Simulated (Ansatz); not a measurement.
# Ni: energy against total moment, part 2 of 2

Aim: map the free energy of Ni against its total moment. A free run comes first, then runs with N↑ − N↓ held fixed. System: Ni, the deposited crystal structure (space group Fm-3m); the cell holds 1 atom. Source: COD entry 4320501.

Ansatz 0.2.0; DFT LDA, PAW, plane waves, scalar-relativistic. Earlier steps stand in the parts before.

## (8) Total moment fixed at 0.23 μB

Contents of input.yaml:

```yaml
crystal:
  lattice:
    - [0.0, 1.76726, 1.76726]
    - [1.76726, 0.0, 1.76726]
    - [1.76726, 1.76726, 0.0]
  atoms:
    - { symbol: Ni, position: [0.0, 0.0, 0.0], spin: 0.23 }
magnetization:
  spin_polarized: true
  initial_magnetization: 0.23
  spin_locking: { lock_magnetization: hard }
hamiltonian:
  xc: lda
  pseudopotentials: { kind: paw }
basis:
  ecutwfc: 420
kpoints:
  mp_grid: { grid: [15, 15, 15] }
scf:
  occupations: { method: fermi_dirac, width: 0.1 }
  lower_state_search: "off"
  max_iter: 150
output:
  forces: true
  stress: true
```

What it wrote, cut to the lines that bear on the results:

```text
[... 19 lines as in an earlier run ...]
Starting moments: Σ|m| = 0.23 μB on 1 of 1 site
[... 2 lines as in an earlier run ...]
[...]
SCF iter   1: F=—  HF=-5773.316870 eV  |F-HF|=—  |Δ(HF+E_count)|=         —  Δρ=1.43e-2 (↑1.43e-2 ↓1.07e-2)  dr2=1.33e-2  dr2_m=5.15e-3  M=0.230 μB ∫|m|=0.240 μB  β_m=0.30  ethr=7.72e-5  ⟨swp⟩=1.0  Hψ=23025  notcnv=0
[...]
SCF iter   7: F=-5773.320119 eV  HF=-5773.320119 eV  |F-HF|=1.30e-9  |Δ(HF+E_count)|=   7.05e-7  Δρ=2.87e-6 (↑1.87e-6 ↓2.87e-6)  dr2=1.10e-9  dr2_m=3.45e-11  M=0.230 μB ∫|m|=0.261 μB  ethr=5.56e-10  ⟨swp⟩=3.1  Hψ=12278  notcnv=0
[...]
SCF converged after 7 iterations
[... 1 line as in an earlier run ...]
Magnetization: 0.2300 μB (9.1150 up, 8.8850 down)
Absolute magnetization: 0.2613 μB (∫|ρ↑−ρ↓|, with the PAW one-centre terms)
Spin contamination: 0.0009 ħ² per cell (⟨S²⟩ above its minimum at these occupations)
Per-site moments (μB) at R_I (Å): [(0.24323442083139415, 1.030954262348784)]
Free energy (F): -5773.320119 eV
[...]
E sigma→0 (E₀):  -5773.278809 eV
Entropy (-TS):   -0.082620 eV (-82.620 meV/atom)
Fermi energy:    17.248618 (↑ 17.202113, ↓ 17.295122) eV
[...]
--- Forces (eV/Å), atoms counted from 1 ---
  atom   1  Ni     0.00000000     0.00000000     0.00000000
[...]
--- Stress (GPa, compression-positive) ---
      -19.712825      -0.000000      -0.000000
        0.000000     -19.712825       0.000000
       -0.000000       0.000000     -19.712825
  P = ⅓ Tr σ = -19.7128 GPa (-197.128 kbar)
```

Run time: 2.7 s. Hardware: 2 threads of an x86-64 CPU, shared host; peak memory 0.33 GiB.

Site moments Ni1 0.24 μB, total 0.23 μB; the free energy is 21 meV per cell above that of step 2.

## (9) Total moment fixed at 0.7 μB

Changes to input.yaml since step 8:

```diff
@@ -6,6 +6,6 @@
   atoms:
-    - { symbol: Ni, position: [0.0, 0.0, 0.0], spin: 0.23 }
+    - { symbol: Ni, position: [0.0, 0.0, 0.0], spin: 0.7 }
 magnetization:
   spin_polarized: true
-  initial_magnetization: 0.23
+  initial_magnetization: 0.7
   spin_locking: { lock_magnetization: hard }
```

What it wrote, cut to the lines that bear on the results:

```text
[... 19 lines as in an earlier run ...]
Starting moments: Σ|m| = 0.7 μB on 1 of 1 site
[... 2 lines as in an earlier run ...]
[...]
SCF iter   1: F=—  HF=-5773.322090 eV  |F-HF|=—  |Δ(HF+E_count)|=         —  Δρ=2.14e-2 (↑2.14e-2 ↓1.96e-2)  dr2=6.52e-3  dr2_m=3.52e-2  M=0.700 μB ∫|m|=0.713 μB  β_m=0.30  ethr=3.79e-5  ⟨swp⟩=1.0  Hψ=23019  notcnv=0
[...]
SCF iter   7: F=-5773.336647 eV  HF=-5773.336647 eV  |F-HF|=1.98e-10  |Δ(HF+E_count)|=   2.97e-6  Δρ=3.30e-6 (↑3.30e-6 ↓2.33e-6)  dr2=1.53e-9  dr2_m=1.87e-10  M=0.700 μB ∫|m|=0.756 μB  ethr=5.56e-10  ⟨swp⟩=3.8  Hψ=13234  notcnv=0
[...]
SCF converged after 7 iterations
[... 1 line as in an earlier run ...]
Magnetization: 0.7000 μB (9.3500 up, 8.6500 down)
Absolute magnetization: 0.7566 μB (∫|ρ↑−ρ↓|, with the PAW one-centre terms)
Spin contamination: 0.0048 ħ² per cell (⟨S²⟩ above its minimum at these occupations)
Per-site moments (μB) at R_I (Å): [(0.7252560642410728, 1.030954262348784)]
Free energy (F): -5773.336647 eV
[...]
E sigma→0 (E₀):  -5773.310086 eV
Entropy (-TS):   -0.053122 eV (-53.122 meV/atom)
Fermi energy:    17.478172 (↑ 17.594924, ↓ 17.361420) eV
[... 16 lines left out: energy terms ...]
--- Forces (eV/Å), atoms counted from 1 ---
  atom   1  Ni    -0.00000000     0.00000000     0.00000000
[...]
--- Stress (GPa, compression-positive) ---
      -18.541636      -0.000000       0.000000
        0.000000     -18.541636      -0.000000
       -0.000000       0.000000     -18.541636
  P = ⅓ Tr σ = -18.5416 GPa (-185.416 kbar)
```

It took 2.1 s on 2 threads of an x86-64 CPU, shared host; peak memory 0.33 GiB.

Moments: Ni1 0.73 μB; total 0.70 μB per cell; the free energy is 4 meV per cell above that of step 2.

## (10) Total moment fixed at 1.17 μB

Changes to input.yaml since step 9:

```diff
@@ -6,6 +6,6 @@
   atoms:
-    - { symbol: Ni, position: [0.0, 0.0, 0.0], spin: 0.7 }
+    - { symbol: Ni, position: [0.0, 0.0, 0.0], spin: 1.17 }
 magnetization:
   spin_polarized: true
-  initial_magnetization: 0.7
+  initial_magnetization: 1.17
   spin_locking: { lock_magnetization: hard }
```

What it wrote, cut to the lines that bear on the results:

```text
[... 19 lines as in an earlier run ...]
Starting moments: Σ|m| = 1.17 μB on 1 of 1 site
[... 2 lines as in an earlier run ...]
[...]
SCF iter   1: F=—  HF=-5773.115567 eV  |F-HF|=—  |Δ(HF+E_count)|=         —  Δρ=3.05e-2 (↑9.85e-3 ↓3.05e-2)  dr2=3.15e-2  dr2_m=3.59e-2  M=1.170 μB ∫|m|=1.170 μB  β_m=0.30  ethr=1.69e-4  ⟨swp⟩=1.0  Hψ=22997  notcnv=0
[...]
SCF iter   7: F=-5773.122293 eV  HF=-5773.122293 eV  |F-HF|=3.94e-9  |Δ(HF+E_count)|=   5.45e-7  Δρ=5.86e-6 (↑2.59e-6 ↓5.86e-6)  dr2=4.60e-9  dr2_m=2.98e-10  M=1.170 μB ∫|m|=1.170 μB  ethr=5.56e-10  ⟨swp⟩=3.0  Hψ=12417  notcnv=0
[...]
SCF converged after 7 iterations
[... 1 line as in an earlier run ...]
Magnetization: 1.1700 μB (9.5850 up, 8.4150 down)
Absolute magnetization: 1.1700 μB (∫|ρ↑−ρ↓|, with the PAW one-centre terms)
Spin contamination: 0.0046 ħ² per cell (⟨S²⟩ above its minimum at these occupations)
Per-site moments (μB) at R_I (Å): [(1.1482993022617545, 1.030954262348784)]
Free energy (F): -5773.122293 eV
[...]
E sigma→0 (E₀):  -5773.097811 eV
Entropy (-TS):   -0.048963 eV (-48.963 meV/atom)
Fermi energy:    18.019213 (↑ 18.842007, ↓ 17.196418) eV
[... 16 lines left out: energy terms ...]
--- Forces (eV/Å), atoms counted from 1 ---
  atom   1  Ni    -0.00000000     0.00000000    -0.00000000
[...]
--- Stress (GPa, compression-positive) ---
      -13.364747      -0.000000      -0.000000
        0.000000     -13.364747      -0.000000
       -0.000000      -0.000000     -13.364747
  P = ⅓ Tr σ = -13.3647 GPa (-133.647 kbar)
```

Wall time 1.7 s (2 threads of an x86-64 CPU, shared host); peak memory 0.33 GiB.

Moments: Ni1 1.15 μB; total 1.17 μB per cell; the free energy is 219 meV per cell above that of step 2.

## (11) Total moment fixed at 1.64 μB

Changes to input.yaml since step 10:

```diff
@@ -6,6 +6,6 @@
   atoms:
-    - { symbol: Ni, position: [0.0, 0.0, 0.0], spin: 1.17 }
+    - { symbol: Ni, position: [0.0, 0.0, 0.0], spin: 1.64 }
 magnetization:
   spin_polarized: true
-  initial_magnetization: 1.17
+  initial_magnetization: 1.64
   spin_locking: { lock_magnetization: hard }
```

What it wrote, cut to the lines that bear on the results:

```text
[... 19 lines as in an earlier run ...]
Starting moments: Σ|m| = 1.64 μB on 1 of 1 site
[... 2 lines as in an earlier run ...]
[...]
SCF iter   1: F=—  HF=-5772.540626 eV  |F-HF|=—  |Δ(HF+E_count)|=         —  Δρ=4.06e-2 (↑2.29e-2 ↓4.06e-2)  dr2=2.54e-1  dr2_m=1.40e-2  M=1.640 μB ∫|m|=1.640 μB  β_m=0.30  ethr=1.39e-3  ⟨swp⟩=1.0  Hψ=23008  notcnv=0
[...]
SCF iter   7: F=-5772.494189 eV  HF=-5772.494189 eV  |F-HF|=1.32e-10  |Δ(HF+E_count)|=   1.04e-7  Δρ=2.49e-6 (↑2.49e-6 ↓1.39e-6)  dr2=2.67e-10  dr2_m=2.92e-10  M=1.640 μB ∫|m|=1.640 μB  ethr=5.56e-10  ⟨swp⟩=4.0  Hψ=10706  notcnv=0
[...]
SCF converged after 7 iterations
[... 1 line as in an earlier run ...]
Magnetization: 1.6400 μB (9.8200 up, 8.1800 down)
Absolute magnetization: 1.6400 μB (∫|ρ↑−ρ↓|, with the PAW one-centre terms)
Spin contamination: 0.0032 ħ² per cell (⟨S²⟩ above its minimum at these occupations)
Per-site moments (μB) at R_I (Å): [(1.5263575614269085, 1.030954262348784)]
Free energy (F): -5772.494189 eV
[...]
E sigma→0 (E₀):  -5772.471725 eV
Entropy (-TS):   -0.044929 eV (-44.929 meV/atom)
Fermi energy:    18.740925 (↑ 20.610701, ↓ 16.871149) eV
[... 16 lines left out: energy terms ...]
--- Forces (eV/Å), atoms counted from 1 ---
  atom   1  Ni    -0.00000000     0.00000000     0.00000000
[...]
--- Stress (GPa, compression-positive) ---
       -4.225616       0.000000       0.000000
        0.000000      -4.225616       0.000000
        0.000000      -0.000000      -4.225616
  P = ⅓ Tr σ = -4.2256 GPa (-42.256 kbar)
```

It took 2.5 s on 2 threads of an x86-64 CPU, shared host; peak memory 0.33 GiB.

Site moments Ni1 1.53 μB, total 1.64 μB; the free energy is 847 meV per cell above that of step 2.

## (12) Usual moment scaled by 0.1, free total moment

Changes to input.yaml since step 11:

```diff
@@ -6,7 +6,5 @@
   atoms:
-    - { symbol: Ni, position: [0.0, 0.0, 0.0], spin: 1.64 }
+    - { symbol: Ni, position: [0.0, 0.0, 0.0], spin: 0.2 }
 magnetization:
   spin_polarized: true
-  initial_magnetization: 1.64
-  spin_locking: { lock_magnetization: hard }
 hamiltonian:
@@ -21,3 +19,2 @@
   lower_state_search: "off"
-  max_iter: 150
 output:
```

What it wrote, cut to the lines that bear on the results:

```text
[... 18 lines as in an earlier run ...]
Starting moments: Σ|m| = 0.2 μB on 1 of 1 site
[... 2 lines as in an earlier run ...]
[...]
SCF iter   1: F=—  HF=-5773.316427 eV  |F-HF|=—  |Δ(HF+E_count)|=         —  Δρ=1.94e-2 (↑1.94e-2 ↓1.28e-2)  dr2=1.33e-2  dr2_m=1.63e-2  M=0.244 μB ∫|m|=0.251 μB  β_m=1.00  ethr=7.70e-5  ⟨swp⟩=1.0  Hψ=23025  notcnv=0
[...]
spin-set hold released at iteration 12 (site moments contracting): the magnetisation degrees of freedom join the quasi-Newton model from the next iteration; the mixer history was flushed
[...]
SCF iter  19: F=-5773.340854 eV  HF=-5773.340854 eV  |F-HF|=1.15e-10  |Δ(HF+E_count)|=   3.13e-9  Δρ=1.48e-6 (↑1.48e-6 ↓9.39e-8)  dr2=1.22e-10  dr2_m=5.87e-11  M=0.621 μB ∫|m|=0.685 μB  ethr=2.17e-10  ⟨swp⟩=2.1  Hψ=10172  notcnv=0
[...]
SCF converged after 19 iterations
Magnetization: 0.6212 μB (9.3106 up, 8.6894 down)
Absolute magnetization: 0.6857 μB (∫|ρ↑−ρ↓|, with the PAW one-centre terms)
Spin contamination: 0.0045 ħ² per cell (⟨S²⟩ above its minimum at these occupations)
Per-site moments (μB) at R_I (Å): [(0.6492576780085004, 1.030954262348784)]
Free energy (F): -5773.340854 eV
[...]
E sigma→0 (E₀):  -5773.312730 eV
Entropy (-TS):   -0.056248 eV (-56.248 meV/atom)
Fermi energy:    17.369276 eV
[... 16 lines left out: energy terms ...]
--- Forces (eV/Å), atoms counted from 1 ---
  atom   1  Ni    -0.00000000     0.00000000    -0.00000000
[...]
--- Stress (GPa, compression-positive) ---
      -18.898628       0.000000       0.000000
        0.000000     -18.898628       0.000000
        0.000000       0.000000     -18.898628
  P = ⅓ Tr σ = -18.8986 GPa (-188.986 kbar)
```

It took 4.7 s on 2 threads of an x86-64 CPU, shared host; peak memory 0.33 GiB.

Moments: Ni1 0.65 μB; total 0.62 μB per cell; the free energy is that of step 2 within 0.5 meV.

## (13) All fixed-moment runs in order of M

```tsv
M (μB/cell)	above lowest (meV/cell)	moments of Ni1 (μB)	pressure (GPa)
0.00	26	0.00	-19.8
0.23	21	0.24	-19.7
0.47	6	0.50	-19.3
0.70	4	0.73	-18.5
0.94	68	0.95	-16.4
1.17	219	1.15	-13.4
1.41	482	1.34	-9.3
1.64	847	1.53	-4.2
1.88	1383	1.71	2.4
```

The 11 runs of this session took 27 s in all, from 1.6 s to 4.7 s each.

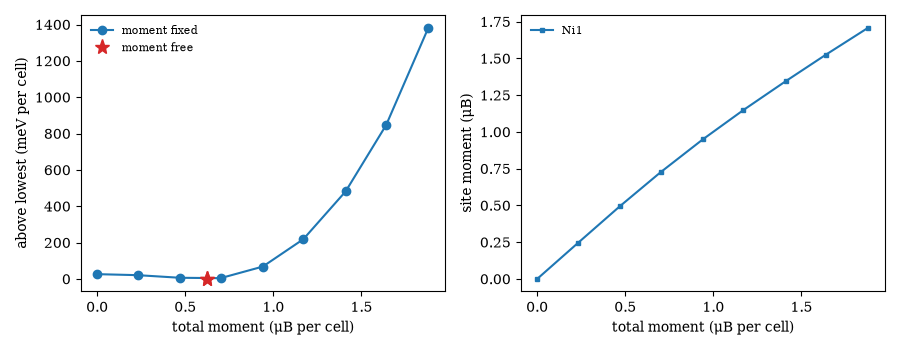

Free energy (left) and site moments (right) against the fixed total moment.

## (14) Outcome

What follows sums up all 2 parts.

| quantity | value |
| --- | --- |
| lowest fixed-moment run | M = 0.70 μB, 4 meV above the lowest run |
| free runs end at | 0.62 μB (0 meV), 0.62 μB (0 meV) |
| cost of M = 0 (from this start; opposed moments can cost less) | 26 meV per cell |
| cost of the largest M | 1383 meV per cell at 1.88 μB |

**Reading.** Among the fixed runs the energy is least at M = 0.70 μB. The free SCF ends at 0.62 μB, and no fixed run lies below it.
